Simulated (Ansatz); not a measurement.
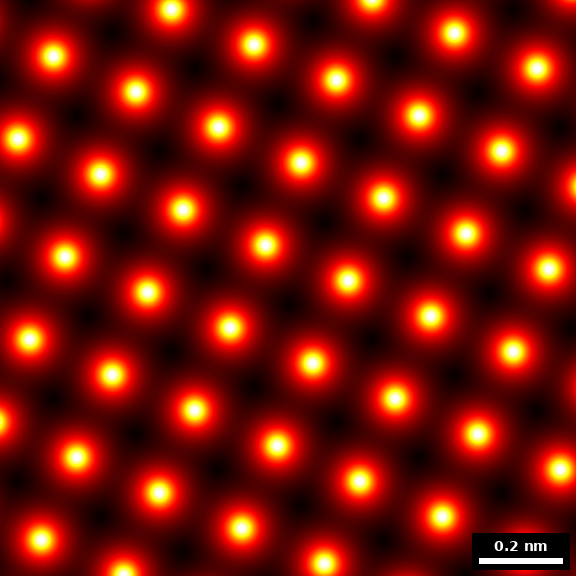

Projected-potential map of a crystal. Computed as the sum of neutral-atom potentials (tabulated electron scattering factors, B = 0.3 Å²) projected along the beam and smoothed by 0.25 Å; brighter is more positive. The display is stretched by a gamma of 0.6; percentages refer to the linear signal.

Q: Measure the repeat of the pattern.

A: The pattern repeats on a square net with a repeat of 2.2 Å.

Q: What is the plane group of the image?

A: p4mm: fourfold points with mirror lines through them along the axes and the diagonals.

Q: How many columns does the smallest repeating cell hold, and how many levels of brightness?

A: 1 column in the primitive cell of 4.8 Å², all of one brightness.

The crystal is Mo (I4/mmm, No. 139) seen along [001]. Structure used: the end point of a relaxation with Ansatz 0.2.0, DFT PBEsol, scalar-relativistic, plane waves, PAW; the starting structure was generated, so it need not be a known form of this composition.
